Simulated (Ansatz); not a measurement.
```xyz
12
Lattice="0.0000 0.0000 5.2432 4.8276 -2.7872 0.0000 0.0000 5.5744 0.0000" Properties=species:S:1:pos:R:3 pbc="T T T"
Ga    1.6092    0.9291    2.1628
Ga    0.0000    3.7163    2.6875
Ga    3.2184   -1.8581    2.6875
Ga    4.5775   -0.7847    0.1243
Ga    3.4685    2.0025    0.1243
Ga    1.6092    4.3566    0.1243
Ga    1.6092    0.9291    4.4499
N     0.0000    3.7163    4.5911
N     3.2184   -1.8581    4.5911
N     4.6924   -0.8510    1.9947
N     3.3536    1.9362    1.9947
N     1.6092    4.4892    1.9947
```

Computed with DFT PBE, scalar-relativistic, plane waves, PAW (Ansatz 0.2.0).

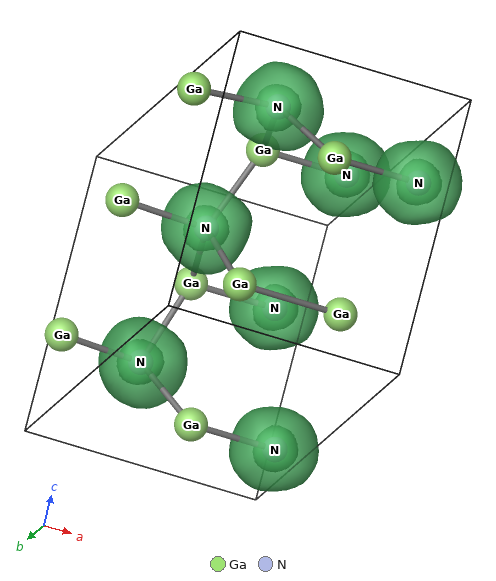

Ga7N5 (cell with a defect). Isosurface of the electron localisation function at 0.7 (green), seen at an oblique angle. Core shells and regions of very low density are left out. Sticks mark near contacts.

Q: Describe the localisation domains.

A: The surface consists of five regions wrapped around N (the valence shell of each), counted in one cell of 12 atoms. Regions shared between cells count once. Profiles from the grid: Ga–N (1.88 Å): the ELF peaks at about 0.85 in the valence shell of N, 0.6 Å from its nucleus, and is about 0.50 at the midpoint. Ga–Ga (2.29 Å): the ELF peaks at about 0.60 between the atoms.
